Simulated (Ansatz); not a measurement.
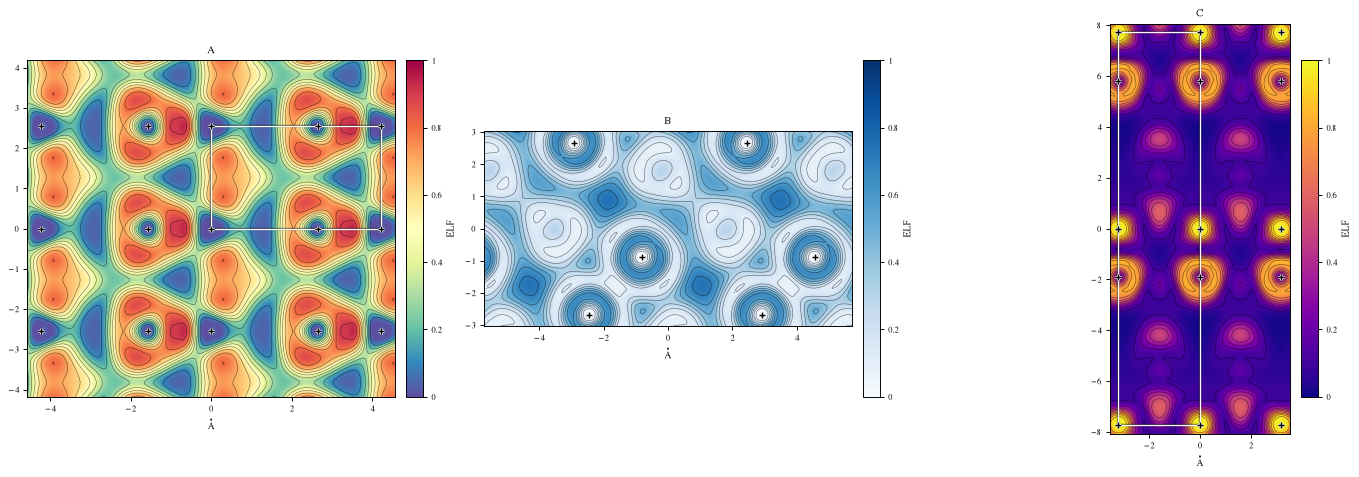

The ELF of 3 systems, each on a plane through atoms (crosses mark nuclei in the plane).

The calculation used Ansatz, DFT r2SCAN, scalar-relativistic, plane waves, PAW.

System 1: Ti, the (111) plane of the conventional cell. Space group P6/mmm; a structure from a database of computed crystals, not necessarily the ambient phase; computed without spin polarisation.

```yaml
crystal:
  lattice:
    - [4.18550, 0.00000, 0.00000]
    - [-2.09275, 3.62475, 0.00000]
    - [0.00000, 0.00000, 3.36445]
  atoms:
    - { symbol: Ti, position: [0.00000, 0.00000, 0.00000] }
    - { symbol: Ti, position: [0.33333, 0.66667, 0.50000] }
    - { symbol: Ti, position: [0.66667, 0.33333, 0.50000] }
```

System 2: BN, the (11̄0) plane of the conventional cell. Space group P6₃mc; a structure from a database of computed crystals, not necessarily the ambient phase; computed pressure about −5 GPa in this cell.

System 3: CoO, the (010) plane of the conventional cell. Space group R3m; a structure from a database of computed crystals, not necessarily the ambient phase; spin-polarised.

```
Co O
1.0
     3.20599    0.00000    0.00000
    -1.60300    2.77647    0.00000
     0.00000    0.00000   15.43639
Co O
6 6
Cartesian
  1.6030 0.9255 5.1358
  0.0000 1.8510 10.2814
  0.0000 0.0000 15.4268
  0.0000 1.8510 2.5632
  0.0000 0.0000 7.7086
  1.6030 0.9255 12.8540
  0.0000 1.8510 0.6528
  0.0000 0.0000 5.7982
  1.6030 0.9255 10.9436
  1.6030 0.9255 3.2254
  0.0000 1.8510 8.3710
  0.0000 0.0000 13.5164
```

Which map belongs to which system?

Answer. Panel A is system 2, BN: the plane holds B and N. B–N (1.58 Å): the ELF peaks at about 0.95 between the atoms: a shared but strongly polarised pair. Panel B is system 1, Ti: the plane holds Ti. Ti–Ti (2.42 Å): the ELF is about 0.05 at the midpoint; no shared electron pair shows on this line. Panel C is system 3, CoO: the plane holds Co and O. Co–O (1.91 Å): the ELF peaks at about 0.85 in the valence shell of O, 0.6 Å from its nucleus, and is about 0.20 at the midpoint: no shared electron pair shows on this line.
